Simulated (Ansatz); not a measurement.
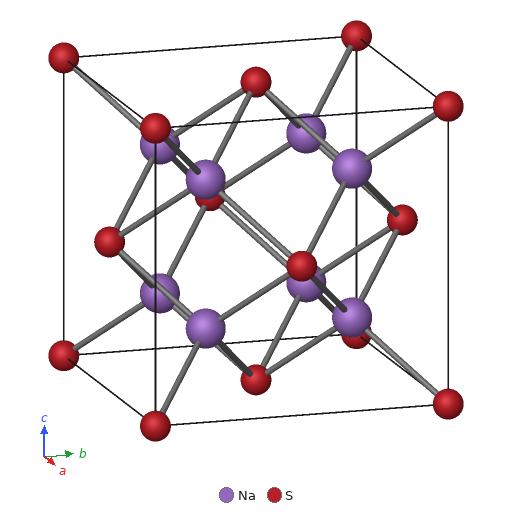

System: Na₂S, space group Fm-3m (No. 225). The picture shows the conventional cell.

Structure:
```cif
data_structure
_symmetry_space_group_name_H-M 'P 1'
_symmetry_Int_Tables_number 1
_cell_length_a 4.6146
_cell_length_b 4.6146
_cell_length_c 4.6146
_cell_angle_alpha 60.000
_cell_angle_beta 60.000
_cell_angle_gamma 60.000
_cell_volume 69.48
loop_
_atom_site_label
_atom_site_type_symbol
_atom_site_fract_x
_atom_site_fract_y
_atom_site_fract_z
_atom_site_occupancy
Na1 Na 0.25000 0.25000 0.25000 1
Na2 Na 0.75000 0.75000 0.75000 1
S1 S 0.00000 0.00000 0.00000 1
```

One of the inputs:
```
crystal:
  lattice:
    - [0.0, 3.263, 3.263]
    - [3.263, 0.0, 3.263]
    - [3.263, 3.263, 0.0]
  atoms:
    - { symbol: Na, position: [0.25, 0.25, 0.25] }
    - { symbol: Na, position: [0.75, 0.75, 0.75] }
    - { symbol: S, position: [0.0, 0.0, 0.0] }
kpoints:
  mp_grid: { grid: [8, 8, 8] }
  band_path:
    path:
      - [0.0, 0.0, 0.0]
      - [0.5, 0.0, 0.5]
      - [0.625, 0.25, 0.625]
      - [0.375, 0.375, 0.75]
      - [0.0, 0.0, 0.0]
      - [0.5, 0.5, 0.5]
      - [0.5, 0.25, 0.75]
      - [0.5, 0.0, 0.5]
    npoints: 14
scf:
  occupations: { method: fermi_dirac, width: 0.02 }
hamiltonian:
  xc: pbesol
  pseudopotentials: { kind: all_electron, lapw: { basis_error: 0.001 } }
output:
  forces: true
  stress: true
  eigenvalues: true
  populations: true
  dos: { projected: true, de: 0.2, e_range: [-14, 8] }
```

Run as:
```bash
ansatz run input.yaml --threads 1 --pin off --max-ram 4096MiB --backend cpu --events-out ev --progress --plain --runs-dir out
```

Method: periodic Kohn-Sham DFT of a crystal at fixed atoms, scaled to the stated factor times the given cell; pressure positive in compression, energy less spherical unpolarised free atoms (Ansatz 0.2.0). Level: PBEsol.

method all-electron LAPW; relativity scalar; k mesh 8×8×8; occupations Fermi–Dirac; smearing width 0.02 eV; basis error target 1 (meV/atom); nucleus Gaussian.

V(given) is 23.16 Å³/atom.

Predict the energy less free atoms and pressure against V/V(given). The V/V(given) takes the values 0.94, 0.98, 1.00, 1.01, 1.04.

A third-order Birch–Murnaghan fit gives V0 = 22.91 Å³/atom, B0 = 29.1 GPa and B′ = 3.8. The energy less free atoms is −3.4440 eV/atom at V/V(given) 0.94 and −3.4445 eV/atom at 1.04; the lowest computed point is at V/V(given) 0.98 (−3.4494 eV/atom). The pressure falls from 1.668 GPa at V/V(given) 0.94 to −1.331 GPa at 1.04, and changes sign near 0.99.

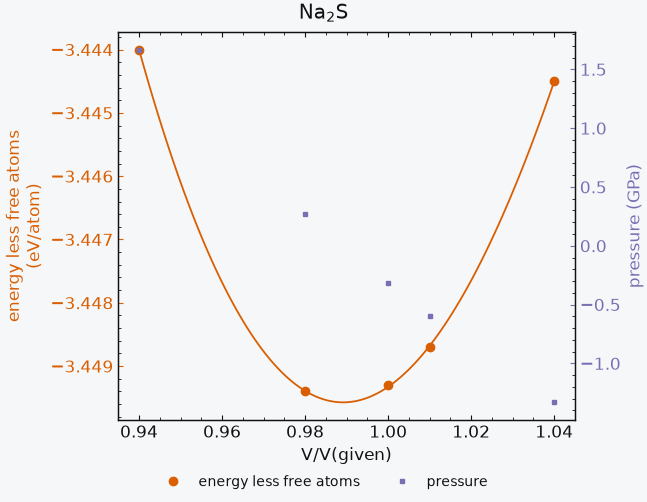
